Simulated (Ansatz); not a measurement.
Consider Mg$_{7}$Se.

Input file:

```
crystal:
  lattice:
    - [3.5272304144, 0.0, 0.0]
    - [-1.7636152072, 3.0546711439, 0.0]
    - [0.0, 0.0, 17.775623601]
  atoms:
    - { symbol: Mg, position: [0.3333333333, 0.6666666667, 0.3656014479] }
    - { symbol: Mg, position: [0.0, 0.0, 0.5] }
    - { symbol: Mg, position: [0.6666666667, 0.3333333333, 0.6343985521] }
    - { symbol: Mg, position: [0.6666666667, 0.3333333333, 0.904263654] }
    - { symbol: Mg, position: [0.0, 0.0, 0.767277589] }
    - { symbol: Mg, position: [0.3333333333, 0.6666666667, 0.095736346] }
    - { symbol: Mg, position: [0.0, 0.0, 0.232722411] }
    - { symbol: Se, position: [0.0, 0.0, 0.0] }
basis:
  ecutwfc: 420
kpoints:
  mp_grid: { grid: [12, 12, 2] }
hamiltonian:
  xc: pbe
scf:
  occupations: { method: gaussian, width: 0.1 }
output:
  forces: true
  stress: true
  eigenvalues: true
  write_density: true
  write_potential: true
  elf: true
  volumetric_format: npy
relax:
  adjacent_minimum: "off"
  f_tol: 0.01
  max_steps: 80
  cell: { stress_tol: 0.05 }
```

Command:

```sh
ansatz run input.yaml --threads 1 --pin off --max-ram 2560MiB --backend cpu --events-out ev --progress --plain --runs-dir out
```

Below, planes, directions and counts refer to the conventional cell (a = 3.50 Å, b = 3.50 Å, c = 18.22 Å, α = 90.00°, β = 90.00°, γ = 120.00°).

The fields are those of the relaxed geometry.

Space group P-3m1; a generated structure, not necessarily the stable one.

The calculation used DFT PBE, scalar-relativistic, plane waves, PAW in Ansatz.

Q: Predict the valence pseudo-density and electron localisation function between the atoms.

A: Mg–Se (2.65 Å): the density is about 0.29 e/Å³ at the midpoint; the ELF is about 0.70 at the midpoint.

Q: Metal or insulator at this level of theory?

A: It is metallic or semimetallic at this level of theory: no gap opens.

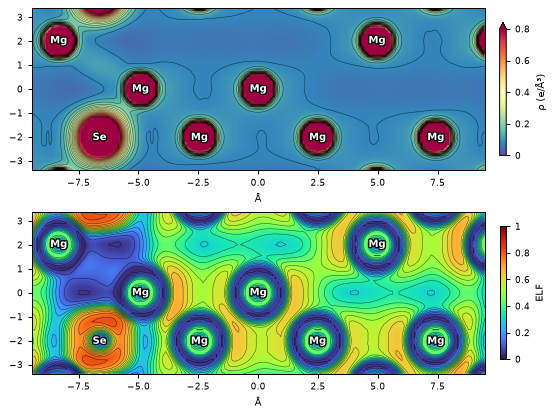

Computed valence pseudo-density and electron localisation function on the (110) plane of the conventional cell, in this order. 

The density is the valence pseudo-density of a PAW calculation; it isn't the true density close to the nuclei.
